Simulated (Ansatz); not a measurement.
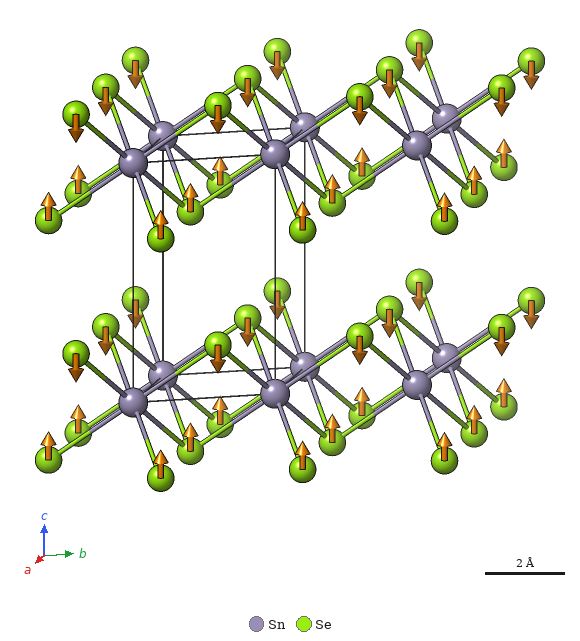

A crystal of SnSe2 (built on the 1T (CdI2) bulk type). The orange arrows show how the atoms are displaced (without the part that the change of the cell carries along), magnified 30 times. Besides, all lengths are scaled by +1.0 % (volume +3.0 %). The picture is a ball-and-stick view of the cell of the calculation, repeated 1 × 2 × 1 with one cell outlined, seen slightly off an axis.

All numbers below come from DFT, PBE, plane waves, PAW (Ansatz). (plane-wave cutoff 420 eV; k-point mesh 12 × 12 × 4; occupations fermi dirac; smearing width 0.02 eV; no spin polarisation)

### How are the atoms displaced, and what does the calculation give?

The Se atoms are displaced by 0.03 Å relative to the cell. No relaxation follows. Energy change: −7.2 meV per atom. The pressure goes from 2.9 to 1.7 GPa. The principal stresses (compression positive) are 2.4 GPa along c and 1.4 GPa across it. The largest forces, 0.24 eV/Å, act on 2 Se atoms of the calculation's cell. The band gap: 0.63 eV before, 0.66 eV after. Some distances before and after: Se–Sn 2.713 → 2.726 Å. The space group stays P-3m1 (No. 164).

Limits of the set-up: layers or molecules are held without a dispersion correction, so their spacing is unreliable.
